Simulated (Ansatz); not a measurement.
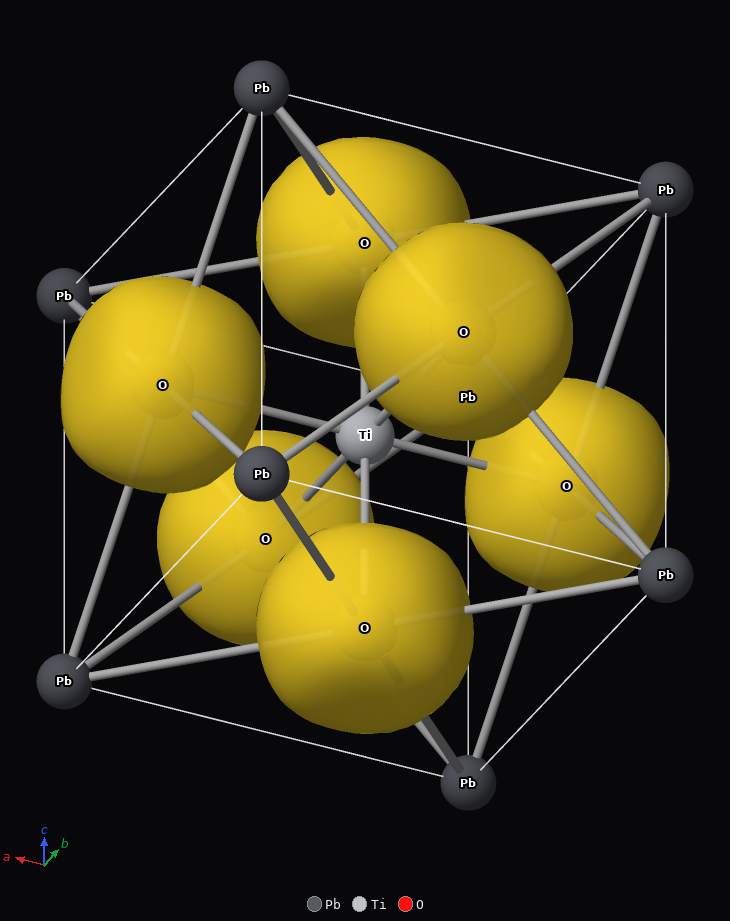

The picture shows: TiPbO3. Isosurface of the ELF at 0.6 (yellow), seen at an oblique angle. Only the valence region is drawn (cores and ρ < 0.01 e/Å³ removed). Sticks mark near contacts.

Space group Pm-3m; started from the cubic perovskite prototype, which need not be the ambient phase; computed without spin polarisation.

All numbers below come from DFT, r2SCAN, plane waves, PAW in Ansatz 0.2.0.

In a PAW calculation such maps are meaningful between the atoms, not at the nuclei.

> What do the ELF domains correspond to?

The surface consists of three regions wrapped around O (the valence shell of each), counted in one cell of 5 atoms. Any copies at cell faces, edges or corners count once.

Values along the shortest contacts:
Ti–O (1.97 Å): the ELF peaks at about 0.85 in the valence shell of O, 0.6 Å from its nucleus, and is about 0.20 at the midpoint; no localised pair shows between them. Pb–O (2.78 Å): the ELF is about 0.10 at the midpoint (no localised pair shows between them).

> Does the calculation make it a metal, or give it a gap?

It is gapped, with a Kohn–Sham gap of 1.9 eV on the k-point mesh, an upper bound to the gap of this method.
